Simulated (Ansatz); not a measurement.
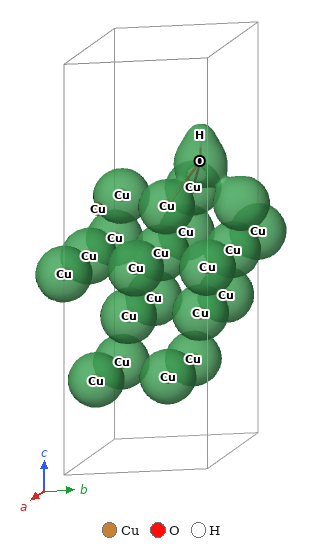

The picture shows: Cu16HO (slab). Isosurface of the valence charge density (pseudo) at 0.4 e/Å³ (green), seen slightly off an axis. Sticks mark near contacts.

Computed without spin polarisation.

The calculation used Ansatz 0.2.0, DFT PBE, scalar-relativistic, plane waves, PAW.

Core electrons are frozen (PAW), and the valence fields are smoothed inside the atomic spheres.

> How is the density connected at this value?

At this value the density breaks into separate islands; it holds about 90 % of the electrons treated as valence (semicore included). It bridges the sampled O–H (0.97 Å) and Cu–O (2.05 Å) contacts, where the density stays above the isovalue. On the grid the lowest density along these lines, outside the cores, is 2.1 e/Å³ (O–H, 0.97 Å) and 0.48 e/Å³ (Cu–O, 2.05 Å).

> Does the calculation give a band gap?

It is gapless in this calculation (a metal or semimetal).
